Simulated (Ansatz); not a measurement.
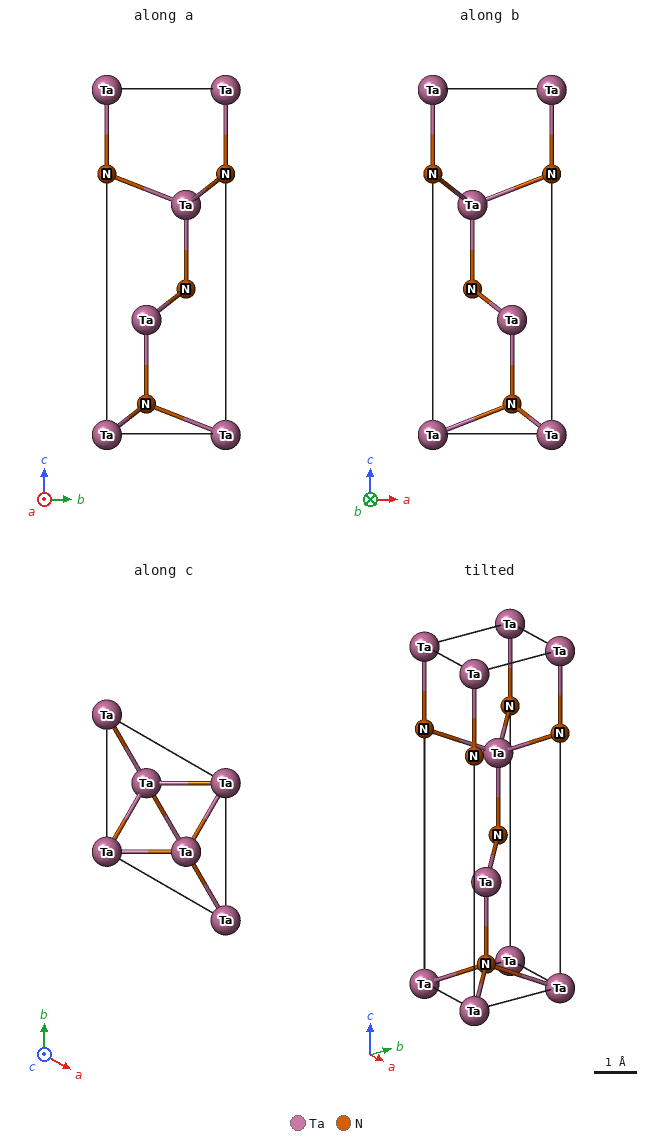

We look at a ball-and-stick model of the crystal along the a axis, along the b axis, along the c axis and slightly off an axis. The wireframe shows the conventional unit cell.

Lattice parameters: a = 3.333 Å, b = 3.333 Å, c = 8.385 Å, α = 90.00°, β = 90.00°, γ = 120.00°.

Q: Transcribe the picture into a table of Wyckoff sites, with free fractional coordinates to two decimals.

A: Space group R3m:H (No. 160).
```tsv
atom	site	x	y	z
Ta	3a	0.6667	0.3333	0.33
N	3a	0.6667	0.3333	0.09
```

The initial geometry was a structure type filled with these elements by a generator (whether the compound takes this form wasn't checked). Earlier steps of the study may have refined or changed the cell and positions. A calculation with Ansatz used it as input.
